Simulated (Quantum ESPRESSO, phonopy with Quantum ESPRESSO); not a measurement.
# SiC (F-43m): phonons against volume, part 7 of 8

Wanted: mode Grüneisen parameters of SiC and a free-energy fit over volumes.

Quantum ESPRESSO 7.5; DFT LDA, scalar-relativistic, plane waves, GBRV ultrasoft pseudopotentials.

So far. Step 16 (Lattice dynamics at this volume, V/V0 0.985): The time given is that of the 2 pw.x runs on displaced cells behind this step.

## Step 17: Ground state at this cell, V/V0 1.03

A tight ground state at this cell gives the energy of this member; its pressure is the stress at this cutoff, which can carry an offset from the finite basis.

This step: DFT LDA, scalar-relativistic, plane waves, GBRV ultrasoft pseudopotentials (Quantum ESPRESSO 7.5).

System of this step: SiC. Symmetry: F-43m, No. 216, cubic system. Conventional cell: a = 4.371 Å, b = 4.371 Å, c = 4.371 Å, α = 90.00°, β = 90.00°, γ = 90.00°. Nearest to Si lie 4 C at 1.89 Å. Nearest to C lie 4 Si at 1.89 Å. Farther neighbours are not listed.

scf.in

```
 &control
    calculation='scf',
    prefix='x',
    outdir='./tmp',
    pseudo_dir='./pseudo',
    tprnfor=.true.,
    tstress=.true.,
 /
 &system
    ibrav=0,
    nat=2,
    ntyp=2,
    ecutwfc=45.0,
    ecutrho=270.0,
    occupations='fixed',
    nbnd=6,
 /
 &electrons
    conv_thr=1.0d-12,
    mixing_beta=0.7,
    electron_maxstep=100,
 /
ATOMIC_SPECIES
 Si     28.0850  Si.upf
 C      12.0110  C.upf
CELL_PARAMETERS angstrom
     0.000000000    2.185544874    2.185544874
     2.185544874    0.000000000    2.185544874
     2.185544874    2.185544874    0.000000000
ATOMIC_POSITIONS crystal
 Si     0.000000000   0.000000000   0.000000000
 C      0.250000000   0.250000000   0.250000000
K_POINTS automatic
 12 12 12 0 0 0
```

Started as:

```bash
> OMP_NUM_THREADS=1 mpirun -n 8 pw.x -nk 8 -in scf.in > scf.out
```

What it wrote:

```text
[banner, memory and clock lines left out]
Program PWSCF v.7.5

     Message from routine setup:
     using ibrav=0 with symmetry is DISCOURAGED, use correct ibrav instead

     G-vector sticks info

     bravais-lattice index     =            0
     lattice parameter (alat)  =       5.8408  a.u.
     unit-cell volume          =     140.8983 (a.u.)^3
     number of atoms/cell      =            2
     number of atomic types    =            2
     number of electrons       =         8.00
[...]
atom    2 type  2   force =    -0.00000000    0.00000000   -0.00000000

     Total force =     0.000000     Total SCF correction =     0.000000

     Computing stress (Cartesian axis) and pressure

          total   stress  (Ry/bohr**3)                   (kbar)     P=      -64.05
[...]
-0.00000000  -0.00043540   0.00000000           -0.00      -64.05        0.00
  -0.00000000   0.00000000  -0.00043540           -0.00        0.00      -64.05

     XML data file, charge density, pseudopotentials, collected wavefunctions
[key lines of the parts left out:]
!    total energy              =     -21.19962716 Ry
convergence has been achieved in  13 iterations
```

Run time: 2 s. Hardware: 8 MPI ranks of Arm Neoverse V1, shared host; 15 s of CPU time.

The run ends at a pressure of -6.40 GPa.

## Step 18: Zone-centre response

In a polar crystal the Born charges and ε∞ give the long-range dipole term that a finite supercell misses. They are those of this k-mesh and were not tested on a denser one; where the gap is small they converge slowly, and the LO modes with them.

ph.in

```
phonons
 &inputph
    prefix='x',
    outdir='./tmp',
    fildyn='x.dyn',
    tr2_ph=1.0d-18,
    epsil=.true.,
 /
0.000000000 0.000000000 0.000000000
```

scf.in is that of step 17.

Started as:

```bash
> OMP_NUM_THREADS=1 mpirun -n 8 ph.x -nk 8 -in ph.in > ph.out
```

What it wrote:

```text
[banner, memory and clock lines left out]
Program PHONON v.7.5

     ./tmp/x.save/

     IMPORTANT: XC functional enforced from input :
     Exchange-correlation= PZ
                           (   1   1   0   0   0   0   0)
     Any further DFT definition will be discarded
     Please, verify this is what you really want

     G-vector sticks info

     Reading collected, re-writing distributed wavefunctions in ./tmp/

     Number and degeneracy of irreps per q-point
       N         xq(1)         xq(2)         xq(3)   N irreps
[...]
freq (    1) =      -0.243379 [THz] =      -8.118257 [cm-1]
     freq (    2) =      -0.243379 [THz] =      -8.118257 [cm-1]
     freq (    3) =      -0.243379 [THz] =      -8.118257 [cm-1]
     freq (    4) =      23.148600 [THz] =     772.154194 [cm-1]
     freq (    5) =      23.148600 [THz] =     772.154194 [cm-1]
     freq (    6) =      23.148600 [THz] =     772.154194 [cm-1]
 **************************************************************************

     Mode symmetry, T_d (-43m)  point group:

     freq (   1-   3) =         -8.1  [cm-1]   --> T_2  G_15 P_4   I+R
     freq (   4-   6) =        772.2  [cm-1]   --> T_2  G_15 P_4   I+R
```

It took 15 s on 8 MPI ranks; 2 min of CPU time.

The Born charges sum to zero within 0.0023 e; the rest is removed before use. Acoustic frequencies in this log differ from zero by the error of the sum rule, which ph.x does not impose.

## Step 19: A displaced supercell

One atom (for the harmonic constants) or a pair of atoms (for the cubic ones) is moved by a few hundredths of an ångström; the forces on all atoms give a column of force constants. The threshold is tight because the forces are small.

System of this step: SiC. The cell holds 54 atoms: 27 Si and 27 C. Cell: a = 9.272 Å, b = 9.272 Å, c = 9.272 Å, α = 60.0°, β = 60.0°, γ = 60.0°. It derives from SiC, repeated 3×3×3.

disp-00001.in

```
 &control
    calculation='scf',
    prefix='x',
    outdir='./tmp',
    pseudo_dir='./pseudo',
    tprnfor=.true.,
    disk_io='none',
 /
 &system
    ibrav=0,
    nat=54,
    ntyp=2,
    ecutwfc=45.0,
    ecutrho=270.0,
    occupations='fixed',
    nbnd=110,
 /
 &electrons
    conv_thr=1.0d-11,
    mixing_beta=0.7,
    electron_maxstep=100,
 /
ATOMIC_SPECIES
 Si     28.0850  Si.upf
 C      12.0110  C.upf
CELL_PARAMETERS angstrom
     0.000000000    6.556634623    6.556634623
     6.556634623    0.000000000    6.556634623
     6.556634623    6.556634623    0.000000000
ATOMIC_POSITIONS crystal
 Si     0.002156920   0.000000000   0.000000000
 Si     0.333333333   0.000000000   0.000000000
 Si     0.666666667   0.000000000   0.000000000
 Si     0.000000000   0.333333333   0.000000000
 Si     0.333333333   0.333333333   0.000000000
 Si     0.666666667   0.333333333   0.000000000
 Si     0.000000000   0.666666667   0.000000000
 Si     0.333333333   0.666666667   0.000000000
 Si     0.666666667   0.666666667   0.000000000
 Si     0.000000000   0.000000000   0.333333333
 Si     0.333333333   0.000000000   0.333333333
 Si     0.666666667   0.000000000   0.333333333
 Si     0.000000000   0.333333333   0.333333333
 Si     0.333333333   0.333333333   0.333333333
 Si     0.666666667   0.333333333   0.333333333
 Si     0.000000000   0.666666667   0.333333333
 Si     0.333333333   0.666666667   0.333333333
 Si     0.666666667   0.666666667   0.333333333
 Si     0.000000000   0.000000000   0.666666667
 Si     0.333333333   0.000000000   0.666666667
 Si     0.666666667   0.000000000   0.666666667
 Si     0.000000000   0.333333333   0.666666667
 Si     0.333333333   0.333333333   0.666666667
 Si     0.666666667   0.333333333   0.666666667
 Si     0.000000000   0.666666667   0.666666667
 Si     0.333333333   0.666666667   0.666666667
 Si     0.666666667   0.666666667   0.666666667
 C      0.083333333   0.083333333   0.083333333
 C      0.416666667   0.083333333   0.083333333
 C      0.750000000   0.083333333   0.083333333
 C      0.083333333   0.416666667   0.083333333
 C      0.416666667   0.416666667   0.083333333
 C      0.750000000   0.416666667   0.083333333
 C      0.083333333   0.750000000   0.083333333
 C      0.416666667   0.750000000   0.083333333
 C      0.750000000   0.750000000   0.083333333
 C      0.083333333   0.083333333   0.416666667
 C      0.416666667   0.083333333   0.416666667
 C      0.750000000   0.083333333   0.416666667
 C      0.083333333   0.416666667   0.416666667
 C      0.416666667   0.416666667   0.416666667
 C      0.750000000   0.416666667   0.416666667
 C      0.083333333   0.750000000   0.416666667
 C      0.416666667   0.750000000   0.416666667
 C      0.750000000   0.750000000   0.416666667
 C      0.083333333   0.083333333   0.750000000
 C      0.416666667   0.083333333   0.750000000
 C      0.750000000   0.083333333   0.750000000
 C      0.083333333   0.416666667   0.750000000
 C      0.416666667   0.416666667   0.750000000
 C      0.750000000   0.416666667   0.750000000
 C      0.083333333   0.750000000   0.750000000
 C      0.416666667   0.750000000   0.750000000
 C      0.750000000   0.750000000   0.750000000
K_POINTS automatic
 3 3 3 0 0 0
```

Started as:

```bash
> OMP_NUM_THREADS=1 mpirun -n 4 pw.x -nk 4 -in disp-00001.in > disp-00001.out
```

What it wrote:

```text
[banner, memory and clock lines left out]
Program PWSCF v.7.5

     Message from routine setup:
     using ibrav=0 with symmetry is DISCOURAGED, use correct ibrav instead

     G-vector sticks info

     bravais-lattice index     =            0
     lattice parameter (alat)  =      17.5225  a.u.
     unit-cell volume          =    3804.2543 (a.u.)^3
     number of atoms/cell      =           54
     number of atomic types    =            2
     number of electrons       =       216.00
[...]
atom    1 type  1   force =    -0.00044543   -0.01349260   -0.01349260
     atom    2 type  1   force =    -0.00026449    0.00145196    0.00145196
     atom    3 type  1   force =     0.00027037    0.00142259    0.00142259
[...]
atom   53 type  2   force =     0.00014173    0.00000801    0.00000801
     atom   54 type  2   force =     0.00000073   -0.00003294   -0.00003294

     Total force =     0.021766     Total SCF correction =     0.000004
     Message from routine punch:
     Nothing written, as per user request (disk_io='none')
[key lines of the parts left out:]
!    total energy              =    -572.38881275 Ry
convergence has been achieved in  15 iterations
```

It took 11 min on 4 MPI ranks.

## Step 20: Phonons, V/V0 1.03

This step: DFT LDA, scalar-relativistic, plane waves, GBRV ultrasoft pseudopotentials (phonopy with Quantum ESPRESSO 4.10.0 / 7.5).

Wall time 11 min (8 threads).

No mode is imaginary beyond numerical noise along the path. The highest zone-centre mode (no LO–TO term) moved by -3.3 % for a volume change of +3.0 %.

The time given is that of the 2 pw.x runs on displaced cells behind this step.

## Step 21: Ground state at this cell, V/V0 0.97

A tight ground state at this cell gives the energy of this member; its pressure is the stress at this cutoff, which can carry an offset from the finite basis.

This step: DFT LDA, scalar-relativistic, plane waves, GBRV ultrasoft pseudopotentials (Quantum ESPRESSO 7.5).

System of this step: SiC. It takes space group F-43m (No. 216, cubic). Conventional cell: a = 4.285 Å, b = 4.285 Å, c = 4.285 Å, α = 90.00°, β = 90.00°, γ = 90.00°. Nearest to Si lie 4 C at 1.86 Å. Nearest to C lie 4 Si at 1.86 Å. Farther neighbours are not listed.

scf.in, as its differences from that of step 18:

```diff
@@ -26,5 +26,5 @@
 CELL_PARAMETERS angstrom
-     0.000000000    2.185544874    2.185544874
-     2.185544874    0.000000000    2.185544874
-     2.185544874    2.185544874    0.000000000
+     0.000000000    2.142255326    2.142255326
+     2.142255326    0.000000000    2.142255326
+     2.142255326    2.142255326    0.000000000
 ATOMIC_POSITIONS crystal
```

Started as:

```bash
> OMP_NUM_THREADS=1 mpirun -n 8 pw.x -nk 8 -in scf.in > scf.out
```

What it wrote:

```text
[banner, memory and clock lines left out]
Program PWSCF v.7.5

     Message from routine setup:
     using ibrav=0 with symmetry is DISCOURAGED, use correct ibrav instead

     G-vector sticks info

     bravais-lattice index     =            0
     lattice parameter (alat)  =       5.7251  a.u.
     unit-cell volume          =     132.6906 (a.u.)^3
     number of atoms/cell      =            2
     number of atomic types    =            2
     number of electrons       =         8.00
[...]
atom    2 type  2   force =     0.00000000    0.00000000    0.00000000

     Total force =     0.000000     Total SCF correction =     0.000000

     Computing stress (Cartesian axis) and pressure

          total   stress  (Ry/bohr**3)                   (kbar)     P=       73.92
[...]
0.00000000   0.00050250   0.00000000            0.00       73.92        0.00
   0.00000000   0.00000000   0.00050250            0.00        0.00       73.92

     XML data file, charge density, pseudopotentials, collected wavefunctions
[key lines of the parts left out:]
!    total energy              =     -21.19946638 Ry
convergence has been achieved in  12 iterations
```

Wall time 1.9 s (8 MPI ranks); 14 s of CPU time.

The run ends at a pressure of 7.39 GPa.

## Step 22: Born charges and dielectric tensor

In a polar crystal the Born charges and ε∞ give the long-range dipole term that a finite supercell misses. They are those of this k-mesh and were not tested on a denser one; where the gap is small they converge slowly, and the LO modes with them.

ph.in is that of step 18.

scf.in is that of step 21.

Started as:

```bash
> OMP_NUM_THREADS=1 mpirun -n 8 ph.x -nk 8 -in ph.in > ph.out
```

What it wrote:

```text
[banner, memory and clock lines left out]
Program PHONON v.7.5

     ./tmp/x.save/

     IMPORTANT: XC functional enforced from input :
     Exchange-correlation= PZ
                           (   1   1   0   0   0   0   0)
     Any further DFT definition will be discarded
     Please, verify this is what you really want

     G-vector sticks info

     Reading collected, re-writing distributed wavefunctions in ./tmp/

     Number and degeneracy of irreps per q-point
       N         xq(1)         xq(2)         xq(3)   N irreps
[...]
freq (    1) =      -0.147530 [THz] =      -4.921058 [cm-1]
     freq (    2) =      -0.147530 [THz] =      -4.921058 [cm-1]
     freq (    3) =      -0.147530 [THz] =      -4.921058 [cm-1]
     freq (    4) =      24.778614 [THz] =     826.525609 [cm-1]
     freq (    5) =      24.778614 [THz] =     826.525609 [cm-1]
     freq (    6) =      24.778614 [THz] =     826.525609 [cm-1]
 **************************************************************************

     Mode symmetry, T_d (-43m)  point group:

     freq (   1-   3) =         -4.9  [cm-1]   --> T_2  G_15 P_4   I+R
     freq (   4-   6) =        826.5  [cm-1]   --> T_2  G_15 P_4   I+R
```

Elapsed: 15 s, on 8 MPI ranks.

The Born charges sum to zero within 0.0025 e; the rest is removed before use. Acoustic frequencies in this log differ from zero by the error of the sum rule, which ph.x does not impose.

## Step 23: Forces on a displaced cell

One atom (for the harmonic constants) or a pair of atoms (for the cubic ones) is moved by a few hundredths of an ångström; the forces on all atoms give a column of force constants. The threshold is tight because the forces are small.

System of this step: SiC. The cell holds 54 atoms: 27 Si and 27 C. Its edges and angles: a = 9.089 Å, b = 9.089 Å, c = 9.089 Å, α = 60.0°, β = 60.0°, γ = 60.0°. It derives from SiC, repeated 3×3×3.

disp-00001.in, as its differences from that of step 19:

```diff
@@ -26,7 +26,7 @@
 CELL_PARAMETERS angstrom
-     0.000000000    6.556634623    6.556634623
-     6.556634623    0.000000000    6.556634623
-     6.556634623    6.556634623    0.000000000
+     0.000000000    6.426765978    6.426765978
+     6.426765978    0.000000000    6.426765978
+     6.426765978    6.426765978    0.000000000
 ATOMIC_POSITIONS crystal
- Si     0.002156920   0.000000000   0.000000000
+ Si     0.002200506   0.000000000   0.000000000
  Si     0.333333333   0.000000000   0.000000000
```

Started as:

```bash
> OMP_NUM_THREADS=1 mpirun -n 4 pw.x -nk 4 -in disp-00001.in > disp-00001.out
```

What it wrote:

```text
[banner, memory and clock lines left out]
Program PWSCF v.7.5

     Message from routine setup:
     using ibrav=0 with symmetry is DISCOURAGED, use correct ibrav instead

     G-vector sticks info

     bravais-lattice index     =            0
     lattice parameter (alat)  =      17.1754  a.u.
     unit-cell volume          =    3582.6473 (a.u.)^3
     number of atoms/cell      =           54
     number of atomic types    =            2
     number of electrons       =       216.00
[...]
atom    1 type  1   force =    -0.00053583   -0.01531450   -0.01531450
     atom    2 type  1   force =    -0.00027355    0.00157344    0.00157344
     atom    3 type  1   force =     0.00028060    0.00154103    0.00154103
[...]
atom   53 type  2   force =     0.00015485    0.00000949    0.00000949
     atom   54 type  2   force =     0.00000084   -0.00003448   -0.00003448

     Total force =     0.024928     Total SCF correction =     0.000002
     Message from routine punch:
     Nothing written, as per user request (disk_io='none')
[key lines of the parts left out:]
!    total energy              =    -572.38428672 Ry
convergence has been achieved in  16 iterations
```

Run time: 11 min. Hardware: 4 MPI ranks; 42 min of CPU time.

## Step 24: Lattice dynamics at this volume, V/V0 0.97

This step: DFT LDA, scalar-relativistic, plane waves, GBRV ultrasoft pseudopotentials (phonopy with Quantum ESPRESSO 4.10.0 / 7.5).

Run time: 11 min. Hardware: 8 threads; 82 min of CPU time.

Phonopy, LO-TO term from ph.x's tensors. Phonon branches along the path, in cm⁻¹:

```csv
point,branch 1,branch 2,branch 3,branch 4,branch 5,branch 6
Γ,0,0,0,827,827,1006
X,374,374,641,806,806,882
U,354,453,584,796,798,892
jump to K,354,453,584,796,798,892
Γ,0,0,0,827,827,1006
L,267,267,628,803,803,879
W,405,442,568,785,812,888
X,374,374,641,806,806,882
```

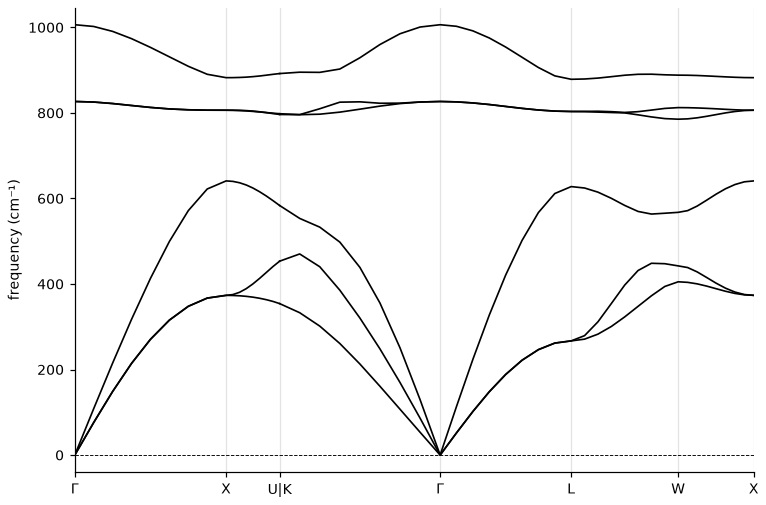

Phonon branches along the path.

No mode is imaginary beyond numerical noise along the path. The highest zone-centre mode (no LO–TO term) moved by +3.5 % for a volume change of -3.0 %.

The time given is that of the 2 pw.x runs on displaced cells behind this step.

## Step 25: Ground state at this cell, V/V0 1.05

A tight ground state at this cell gives the energy of this member; its pressure is the stress at this cutoff, which can carry an offset from the finite basis.

This step: DFT LDA, scalar-relativistic, plane waves, GBRV ultrasoft pseudopotentials (Quantum ESPRESSO 7.5).

System of this step: SiC. Symmetry: F-43m, No. 216, cubic system. Conventional cell: a = 4.399 Å, b = 4.399 Å, c = 4.399 Å, α = 90.00°, β = 90.00°, γ = 90.00°. Nearest to Si lie 4 C at 1.90 Å. Nearest to C lie 4 Si at 1.90 Å. Farther neighbours are not listed.

scf.in, as its differences from that of step 22:

```diff
@@ -26,5 +26,5 @@
 CELL_PARAMETERS angstrom
-     0.000000000    2.142255326    2.142255326
-     2.142255326    0.000000000    2.142255326
-     2.142255326    2.142255326    0.000000000
+     0.000000000    2.199600212    2.199600212
+     2.199600212    0.000000000    2.199600212
+     2.199600212    2.199600212    0.000000000
 ATOMIC_POSITIONS crystal
```

Started as:

```bash
> OMP_NUM_THREADS=1 mpirun -n 8 pw.x -nk 8 -in scf.in > scf.out
```

What it wrote:

```text
[banner, memory and clock lines left out]
Program PWSCF v.7.5

     Message from routine setup:
     using ibrav=0 with symmetry is DISCOURAGED, use correct ibrav instead

     G-vector sticks info

     bravais-lattice index     =            0
     lattice parameter (alat)  =       5.8784  a.u.
     unit-cell volume          =     143.6342 (a.u.)^3
     number of atoms/cell      =            2
     number of atomic types    =            2
     number of electrons       =         8.00
[...]
atom    2 type  2   force =    -0.00000000    0.00000000   -0.00000000

     Total force =     0.000000     Total SCF correction =     0.000000

     Computing stress (Cartesian axis) and pressure

          total   stress  (Ry/bohr**3)                   (kbar)     P=     -101.78
[...]
-0.00000000  -0.00069189  -0.00000000           -0.00     -101.78       -0.00
  -0.00000000  -0.00000000  -0.00069189           -0.00       -0.00     -101.78

     XML data file, charge density, pseudopotentials, collected wavefunctions
[key lines of the parts left out:]
!    total energy              =     -21.19810481 Ry
convergence has been achieved in  12 iterations
```

Elapsed: 1.9 s, on 8 MPI ranks; 15 s of CPU time.

The run ends at a pressure of -10.18 GPa.

## Step 26: Zone-centre response

In a polar crystal the Born charges and ε∞ give the long-range dipole term that a finite supercell misses. They are those of this k-mesh and were not tested on a denser one; where the gap is small they converge slowly, and the LO modes with them.

ph.in is that of step 22.

scf.in is that of step 25.

Started as:

```bash
> OMP_NUM_THREADS=1 mpirun -n 8 ph.x -nk 8 -in ph.in > ph.out
```

What it wrote:

```text
[banner, memory and clock lines left out]
Program PHONON v.7.5

     ./tmp/x.save/

     IMPORTANT: XC functional enforced from input :
     Exchange-correlation= PZ
                           (   1   1   0   0   0   0   0)
     Any further DFT definition will be discarded
     Please, verify this is what you really want

     G-vector sticks info

     Reading collected, re-writing distributed wavefunctions in ./tmp/

     Number and degeneracy of irreps per q-point
       N         xq(1)         xq(2)         xq(3)   N irreps
[...]
freq (    1) =      -0.255771 [THz] =      -8.531601 [cm-1]
     freq (    2) =      -0.255771 [THz] =      -8.531601 [cm-1]
     freq (    3) =      -0.255771 [THz] =      -8.531601 [cm-1]
     freq (    4) =      22.647550 [THz] =     755.440940 [cm-1]
     freq (    5) =      22.647550 [THz] =     755.440940 [cm-1]
     freq (    6) =      22.647550 [THz] =     755.440940 [cm-1]
 **************************************************************************

     Mode symmetry, T_d (-43m)  point group:

     freq (   1-   3) =         -8.5  [cm-1]   --> T_2  G_15 P_4   I+R
     freq (   4-   6) =        755.4  [cm-1]   --> T_2  G_15 P_4   I+R
```

It took 15 s on 8 MPI ranks.

The Born charges sum to zero within 0.0023 e; the rest is removed before use. Acoustic frequencies in this log differ from zero by the error of the sum rule, which ph.x does not impose.

[end of part 7 of 8]

[Logs are printed without paths, hosts, clocks, repeated set-up lines and the standing remarks that a program may print on its own settings, such as how far it seeks lower states.]

[Hosts, paths, dates, database ids (printed as entryN), source tags and the programs' standing remarks are cut or masked in the printed files.]

[A step with changed settings may run another functional than the one named; its input shows which.]

[Of the runs on displaced cells, only some may be shown.]
